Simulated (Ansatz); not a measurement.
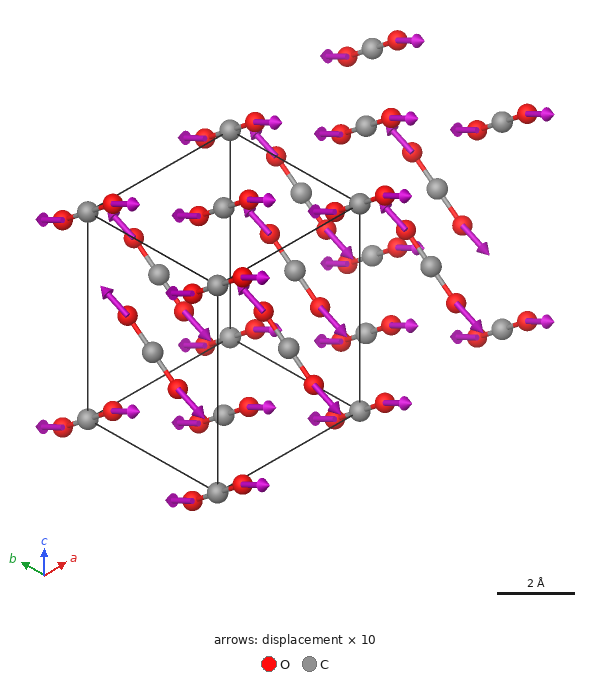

A relaxation of a crystal of CO$_{2}$ (set up in Cmce). The starting structure is drawn; purple arrows show the displacements (the part carried along by the change of the cell is left out), magnified 10 times.

Style: ball-and-stick. Shown: the conventional cell (2 times the calculation's cell), repeated 2 × 1 × 1 with one cell outlined, from a free direction. Lengths and directions refer to the drawn axes.

The run lets cell and atoms move.

The calculation used Kohn-Sham DFT of a periodic cell, PBEsol, Ansatz PAW (Ansatz 0.2.0).

Input file:
```yaml
crystal:
  lattice:
    - [2.63591123, -2.38737812, 0.0]
    - [2.63591123, 2.38737812, 0.0]
    - [0.0, 0.0, 6.58717491]
  atoms:
    - { symbol: O, position: [0.30650857, 0.69349143, 0.60815661] }
    - { symbol: O, position: [0.69349143, 0.30650857, 0.39184339] }
    - { symbol: O, position: [0.19349143, 0.80650857, 0.10815661] }
    - { symbol: O, position: [0.80650857, 0.19349143, 0.89184339] }
    - { symbol: C, position: [0.5, 0.5, 0.5] }
    - { symbol: C, position: [0.0, 0.0, 0.0] }
hamiltonian:
  xc: pbesol
  pseudopotentials: { kind: paw }
kpoints:
  mp_grid: { grid: [8, 8, 4] }
scf:
  occupations: { method: fermi_dirac, width: 0.05 }
output:
  forces: true
  stress: true
  eigenvalues: true
relax:
  f_tol: 0.01
  max_steps: 40
  cell: { stress_tol: 0.05, p_target: 10.0 }
```

Command:
```bash
ansatz run input.yaml --threads 2 --pin off --max-ram 5632MiB --backend cpu --events-out ev --progress --plain --runs-dir out
```

Which element moves most?

Oxygen: up to 0.11 Å, against 0.00 Å for carbon.

What did the optimiser do to the structure, and how much energy did it gain?

Over 9 accepted moves (12 points after the start) the energy rises by 0.582 eV per cell of the calculation. With the target pressure of 10 GPa, the enthalpy E + pV changes by −0.832 eV per cell of the calculation. Largest force component: 0.032 eV/Å at the start, 0.0013 eV/Å at the end. The pressure goes from 0.98 to 9.99 GPa. At 3 points the geometry stayed and the basis and grid were re-selected for the new cell (energy shift of 34.6 meV per cell of the calculation at most each time). The largest moves relative to the cell, 0.11 Å, are those of O atoms. C stays in place. Cell: a 5.272 → 4.684 Å (−11.1 %), b 4.775 → 4.298 Å (−10.0 %), c 6.587 → 5.986 Å (−9.1 %). Volume −27.3 %. Among the contacts that change: C–O 1.167 → 1.162 Å. The space group stays Cmce (No. 64).

Limits of the set-up: layers or molecules are held without a dispersion correction, so their spacing is unreliable.
